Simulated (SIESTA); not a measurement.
System: WC, space group P-6m2 (No. 187).

Starting cell:
```
W C
1.0
     2.90650    0.00000    0.00000
    -1.45325    2.51710    0.00000
     0.00000    0.00000    2.83660
W C
1 1
Direct
  0.00000 0.00000 0.00000
  0.66667 0.33333 0.50000
```

How it was computed, with SIESTA 5.4.2: DFT in numerical atomic orbitals with pseudopotentials, no spin polarisation; energies at scaled volumes of the given cell, shape and fractions fixed, counted from the fit's minimum, third-order Birch-Murnaghan fit. Level: PBE.

```
         setting                                                                     value
          k mesh                                                                   10×10×9
     occupations                                                               Fermi–Dirac
  smearing width                                                                   0.05 eV
      potentials  PseudoDojo 0.4 standard, converted to PSML, two zetas on semicore shells
program settings                                             basis DZP, mesh cutoff 800 Ry
```

What does the calculation give for the energy and pressure against volume? The volume takes the values 9.75, 9.96, 10.17, 10.38, 10.58, 10.79, 11.00 Å³/atom.

A third-order Birch–Murnaghan fit gives V0 = 10.68 Å³/atom, B0 = 380 GPa and B′ = 4.3. The energy is 111 meV/atom at volume 9.75 Å³/atom and 11 meV/atom at 11.00 Å³/atom; the lowest computed point is at volume 10.58 Å³/atom (1 meV/atom), in a single well. The pressure falls from 41.72 GPa at volume 9.75 Å³/atom to −10.61 GPa at 11.00 Å³/atom, and changes sign near 10.68 Å³/atom.

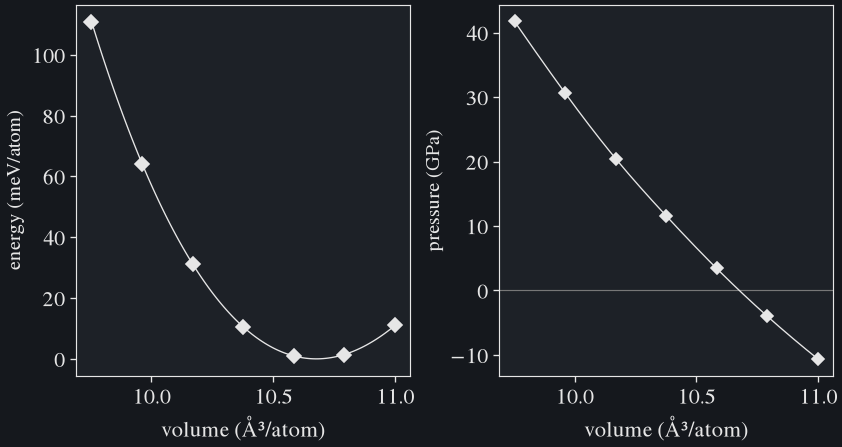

Caveats: mulliken charges of long orbitals; short basis over semicore shells; shape and atomic fractions are frozen while scaling, which makes layered, chain and framework solids too stiff.
